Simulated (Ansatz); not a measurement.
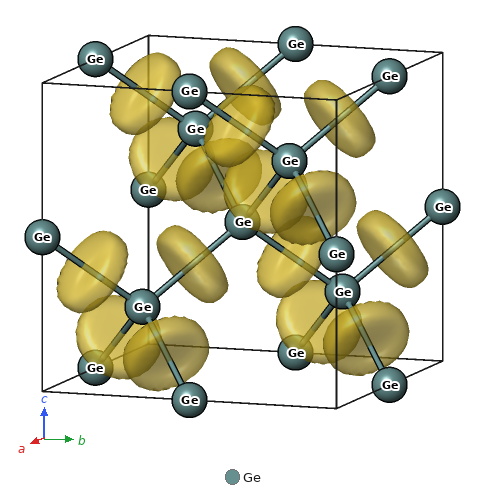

Figure. Ge. Isosurface of the electron localisation function at 0.6 (yellow), seen slightly off an axis. Only the valence region is drawn (cores and ρ < 0.01 e/Å³ removed). Sticks mark near contacts.

Space group Fd-3m.

Level of theory: DFT r2SCAN, scalar-relativistic, plane waves, PAW (Ansatz).

In a PAW calculation such maps are meaningful between the atoms, not at the nuclei.

**Describe the localisation domains.**

The ELF exceeds this value in 16 regions between bonded Ge–Ge atoms (shared pairs), counted in one cell of 8 atoms. Regions shared between cells count once. Profiles from the grid: Ge–Ge (2.46 Å): the ELF peaks at about 0.80 between the atoms; a shared electron pair.

**Does the calculation give a band gap?**

It is gapped, with a Kohn–Sham gap of 0.35 eV on the k-point mesh, an upper bound to the gap of this method.
